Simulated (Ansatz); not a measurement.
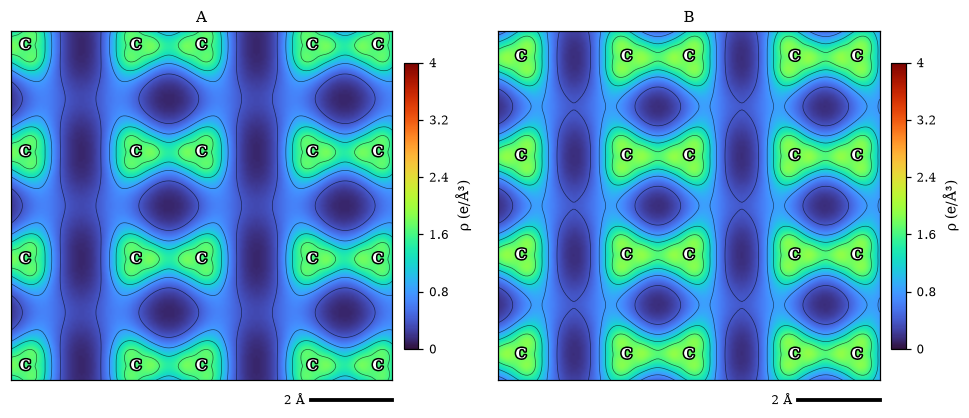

C. The valence charge density (pseudo) of two cells that differ in size and shape, on the (11̄0) plane of each (indices in the axes of the calculation cell), at one length scale and on one colour scale; one has 5.4 and the other 6.5 Å³ an atom.

Space group P6₃/mmc.

The calculation used DFT r2SCAN, scalar-relativistic, plane waves, PAW in Ansatz.

Core electrons are frozen (PAW), and the valence fields are smoothed inside the atomic spheres.

The larger cell:

```
CELL_PARAMETERS angstrom
2.63533 0.00000 0.00000
-1.31767 2.28226 0.00000
0.00000 0.00000 8.69434
ATOMIC_POSITIONS crystal
C 0.00000 0.00000 0.09293
C 0.00000 0.00000 0.59293
C 0.00000 0.00000 0.40707
C 0.00000 0.00000 0.90707
C 0.33333 0.66667 0.15550
C 0.66667 0.33333 0.65550
C 0.33333 0.66667 0.34450
C 0.66667 0.33333 0.84450
```

The smaller cell: a = 2.447 Å, b = 2.447 Å, c = 8.280 Å, α = 90.00°, β = 90.00°, γ = 120.00°.

Question: Which panel shows the smaller cell, and what does the compression change?

Answer: Panel B is the smaller cell, by 18 % in volume. From the larger cell to the smaller, C–C goes from 1.62 to 1.54 Å, and the density at its midpoint from 1.4 to 1.7 e/Å³; the pressure goes from −50 to 25 GPa; the Kohn–Sham gap goes from 4.4 eV to 5.2 eV.
